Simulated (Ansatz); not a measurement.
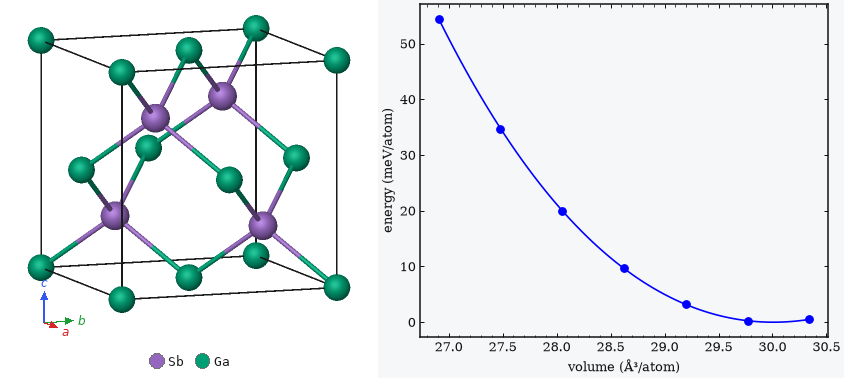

The plot gives the computed energy against volume for GaSb, space group F-43m (No. 216). The conventional cell is drawn beside the plot.

The given structure:
```
Sb Ga
1.0
     0.00000    3.05900    3.05900
     3.05900    0.00000    3.05900
     3.05900    3.05900    0.00000
Sb Ga
1 1
Direct
  0.75000 0.75000 0.75000
  0.00000 0.00000 0.00000
```

How it was computed, with Ansatz 0.2.0: all-electron LAPW DFT, no spin polarisation; energies at scaled volumes of the given cell, shape and fractions fixed, counted from the fit's minimum, third-order Birch-Murnaghan fit. Level: PBE.

- k mesh: 8×8×8
- occupations: Fermi–Dirac
- smearing width: 0.05 eV
- potentials: all electron LAPW, scalar relativistic
- program settings: basis error eV/atom 0.0005

From this curve and the settings, what does the calculation give for the pressure at the same points?

The pressure falls from 6.26 GPa at volume 26.91 Å³/atom to −0.49 GPa at 30.34 Å³/atom, and changes sign near 30.01 Å³/atom.

| volume (Å³/atom) | pressure (GPa) |
| --- | --- |
| 26.91 | 6.26 |
| 27.48 | 4.79 |
| 28.05 | 3.49 |
| 28.62 | 2.34 |
| 29.20 | 1.30 |
| 29.77 | 0.36 |
| 30.34 | −0.49 |
